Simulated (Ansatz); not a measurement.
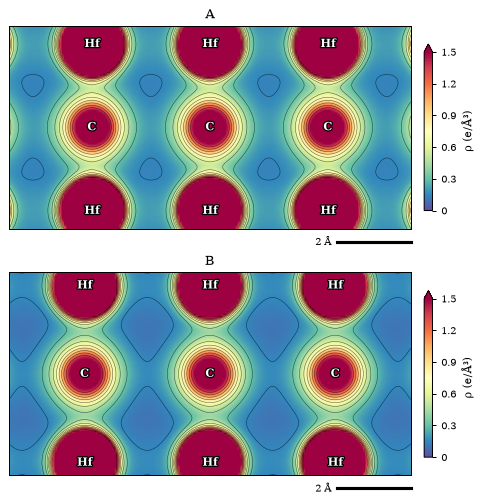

HfC. The valence electron density of two cells that differ in size, on the (011̄) plane of each (indices in the axes of the calculation cell), at one length scale and on one colour scale; one has 11.5 and the other 13.7 Å³ an atom.

Space group Fm-3m.

All numbers below come from Ansatz, DFT PBEsol, scalar-relativistic, plane waves, PAW.

The density is the valence pseudo-density of a PAW calculation; it isn't the true density close to the nuclei.

The larger cell:

```yaml
crystal:
  lattice:
    - [0.00000, 2.39475, 2.39475]
    - [2.39475, 0.00000, 2.39475]
    - [2.39475, 2.39475, 0.00000]
  atoms:
    - { symbol: Hf, position: [0.50000, 0.50000, 0.50000] }
    - { symbol: C, position: [0.00000, 0.00000, 0.00000] }
```

The smaller cell: a = 3.189 Å, b = 3.189 Å, c = 3.189 Å, α = 60.00°, β = 60.00°, γ = 60.00°.

Which is the denser cell? Describe the effect of the change.

Panel A is the smaller cell, by 16 % in volume. From the larger cell to the smaller, Hf–C goes from 2.39 to 2.26 Å, and the density at its midpoint from 0.43 to 0.57 e/Å³; the pressure goes from −23 to 18 GPa.
